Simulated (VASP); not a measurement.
System: Ni.

```
CELL_PARAMETERS angstrom
5.22865 0.00000 0.00000
0.00000 5.22865 0.00000
0.00000 0.00000 5.22865
ATOMIC_POSITIONS crystal
Ni 0.75000 0.25000 0.25000
Ni 0.25000 0.75000 0.25000
Ni 0.25000 0.25000 0.75000
Ni 0.75000 0.75000 0.75000
Ni 0.50000 0.00000 0.00000
Ni 0.00000 0.50000 0.00000
Ni 0.00000 0.00000 0.50000
Ni 0.50000 0.50000 0.50000
```

Space group Fd-3m; a generated structure, not necessarily the stable one; changed on purpose from its base cell (volume × 1.04); computed pressure about −3 GPa in this cell.

Theory: Kohn-Sham DFT of a periodic cell, RPBE, VASP PAW PBE potentials, recommended in VASP 6.6.1.

> Predict the valence pseudo-density and electron localisation function between the atoms.

Ni–Ni (2.26 Å): ρ is about 0.45 e/Å³ halfway; the ELF is about 0.30 at the midpoint.

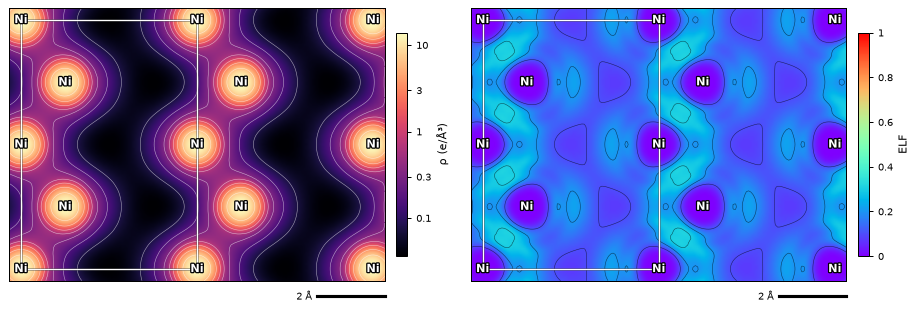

Computed valence pseudo-density and electron localisation function on the (110) plane of the conventional cell, in this order. 

Core electrons are frozen (PAW), and the valence fields are smoothed inside the atomic spheres.
